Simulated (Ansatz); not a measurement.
## Electronic structure of Al3GaAs4 in real space

Input

```
crystal:
  lattice:
    - [4.0552462, 0.0, 0.0]
    - [0.0, 8.1095034, 0.0]
    - [0.0, 0.0, 5.7294873]
  atoms:
    - { symbol: Al, position: [0.0, 0.0, 0.000348] }
    - { symbol: Al, position: [0.5, 0.249731, 0.500012] }
    - { symbol: Al, position: [0.5, 0.750269, 0.500012] }
    - { symbol: Ga, position: [0.0, 0.5, 0.999842] }
    - { symbol: As, position: [0.0, 0.750796, 0.749133] }
    - { symbol: As, position: [0.5, 0.0, 0.249882] }
    - { symbol: As, position: [0.0, 0.249204, 0.749133] }
    - { symbol: As, position: [0.5, 0.5, 0.251639] }
basis:
  ecutwfc: 420
kpoints:
  mp_grid: { grid: [8, 4, 6] }
  band_path:
    path:
      - [[0.0, 0.0, 0.0], [0.5, 0.0, 0.0], [0.5, 0.5, 0.0], [0.0, 0.5, 0.0], [0.0, 0.0, 0.0], [0.0, 0.0, 0.5], [0.5, 0.0, 0.5], [0.5, 0.5, 0.5], [0.0, 0.5, 0.5], [0.0, 0.0, 0.5]]
      - [[0.5, 0.0, 0.0], [0.5, 0.0, 0.5]]
      - [[0.0, 0.5, 0.0], [0.0, 0.5, 0.5]]
      - [[0.5, 0.5, 0.0], [0.5, 0.5, 0.5]]
    npoints: 14
hamiltonian:
  xc: pbe
scf:
  occupations: { method: gaussian, width: 0.02 }
  n_extra_bands: 20
output:
  forces: true
  stress: true
  eigenvalues: true
  populations: true
  dos: { projected: true, de: 0.02, nscf_kmesh: { grid: [12, 6, 9] } }
  bader: true
  write_density: true
  write_potential: true
  elf: true
  volumetric_format: npy
```

Command:

```sh
ansatz run input.yaml --threads 4 --pin off --max-ram 8192MiB --backend cpu --events-out ev --progress --plain --runs-dir out
```

Below, planes, directions and counts refer to the conventional cell (a = 4.06 Å, b = 8.11 Å, c = 5.73 Å, α = 90.00°, β = 90.00°, γ = 90.00°).

Space group Pmm2; a structure generated by program, which may or may not match a known phase.

Level of theory: DFT PBE, scalar-relativistic, plane waves, PAW in Ansatz 0.2.0.

The density is the valence pseudo-density of a PAW calculation; it isn't the true density close to the nuclei.

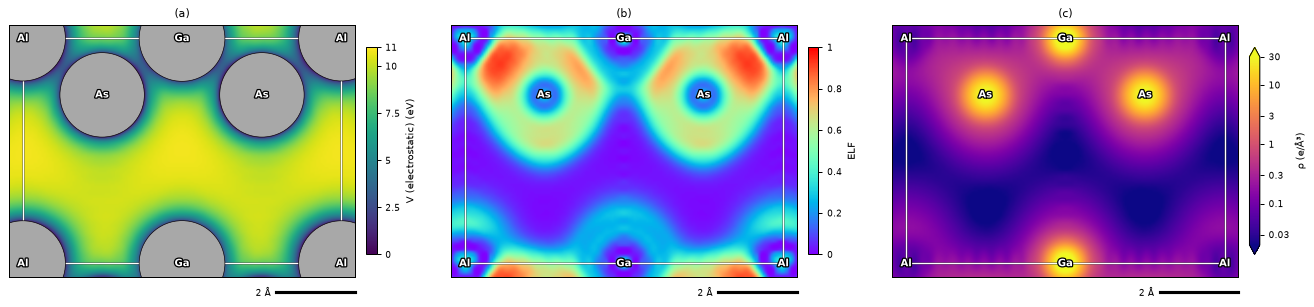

Figure 1. (a) electrostatic potential (local pseudopotential plus Hartree) felt by an electron; (b) ELF; (c) valence electron density on the (100) plane of the conventional cell. Grey discs cover the atomic cores in the potential map.

What does the map show?

Answer. The plane passes through Al, Ga and As nuclei.
Al–As (2.48 Å): ρ is about 0.46 e/Å³ halfway; the ELF peaks at about 0.95 between the atoms: a covalent bond.
Ga–As (2.49 Å): the density is about 0.46 e/Å³ at the midpoint; the ELF peaks at about 0.80 between the atoms (a shared electron pair).
Between the atoms the lowest density in this plane is 0.02 e/Å³.
Outside the cores the potential energy rises away from the atoms and is highest about 2.5 Å from the nearest atoms; its zero is arbitrary.

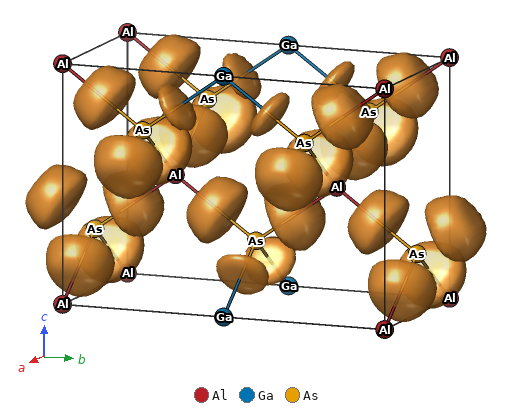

Figure 2. Isosurface of the ELF at 0.7 (orange), seen slightly off an axis. Core shells and regions of very low density are left out. Sticks mark near contacts.

Describe the localisation domains.

Answer. At this value the surface marks out twelve regions between bonded Al–As atoms (shared pairs) and four regions between bonded As–Ga atoms (shared pairs), counted in one cell of 8 atoms. Regions shared between cells count once.

Metal or insulator at this level of theory?

Answer. It is gapped, with a Kohn–Sham gap of 1.3 eV on the k-point mesh (the band edges may lie off the mesh, which would make the gap smaller).

What Bader charges does the calculation give?

Answer. Electrons move from Al and Ga towards As. Bader charges: Al +1.95, Ga +0.69 and As −1.95 to −1.32 e.
